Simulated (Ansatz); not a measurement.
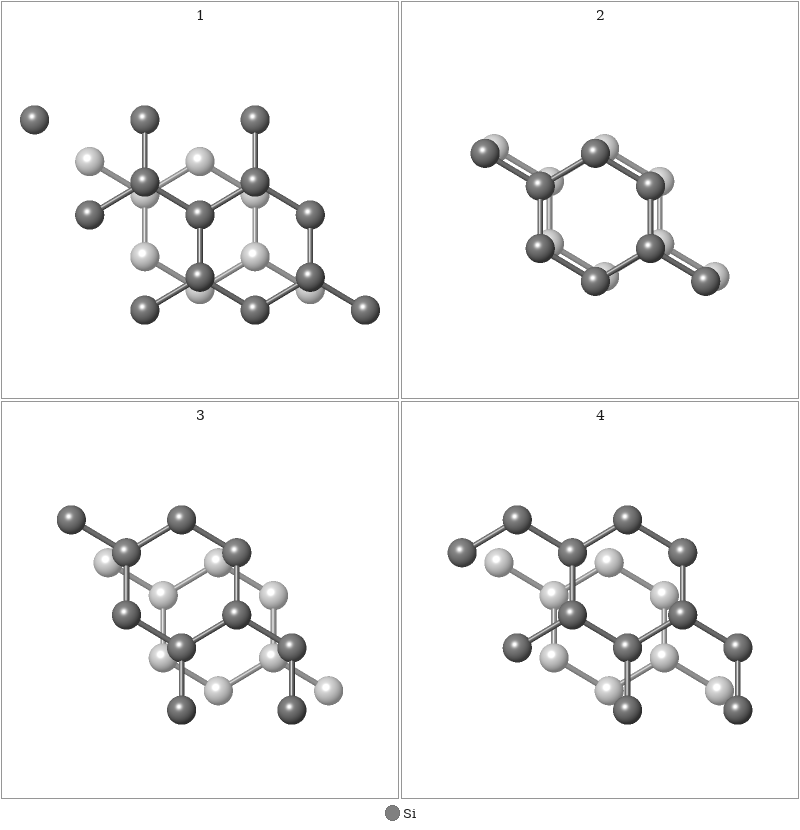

A bilayer of two Si sheets of the honeycomb type (4 atoms in the cell). 
- The upper layer of a bilayer is slid over the lower one; relaxed at each slide: nothing; the origin of the map has Si4 above Si1; the distance between the facing planes is held at 4.00 Å.
- Places are given modulo a cell vector. The map is drawn in real space over the plane of the slide.
- Grid: 6 × 6 points; 10 points were computed and 26 follow by symmetry.
- Energies: mJ/m², counted from the lowest grid point.
- At a held distance the lowest stacking need not be the one that binds best once the distance relaxes.
- Level of theory: DFT PBE+D3(BJ), scalar-relativistic, plane waves, PAW (Ansatz 0.2.0). Settings: cutoff 420 eV, k-mesh 9×9×1, gaussian smearing 0.1 eV, no spin polarisation.

The numbered pictures are structures from this grid. They are seen from 5° off the normal. The lower layer is drawn fainter.

Q: Rank them by energy, lowest first.

A: 3, at (1/6, 0/6) of the cell vectors: 14 mJ/m²; 4, at (4/6, 0/6) of the cell vectors: 43 mJ/m²; 1, at (4/6, 2/6) of the cell vectors: 59 mJ/m²; 2, at (1/6, 3/6) of the cell vectors: 67 mJ/m².

The map, with the structures marked:

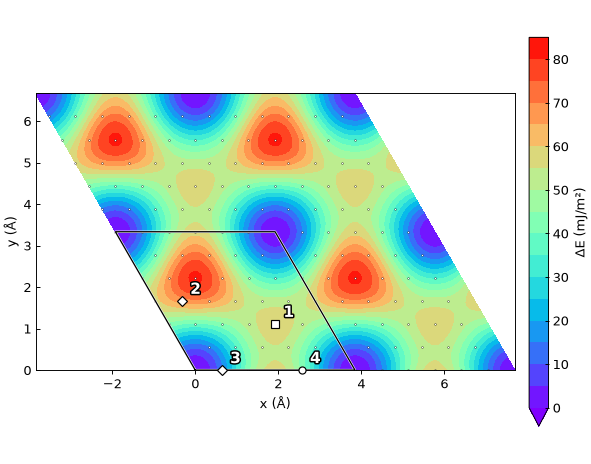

The picture shows filled contours, dots at the grid points, the outline of one cell of the 2 × 2 shown. Between grid points the surface is interpolated.

PAW datasets: the set soft_1.
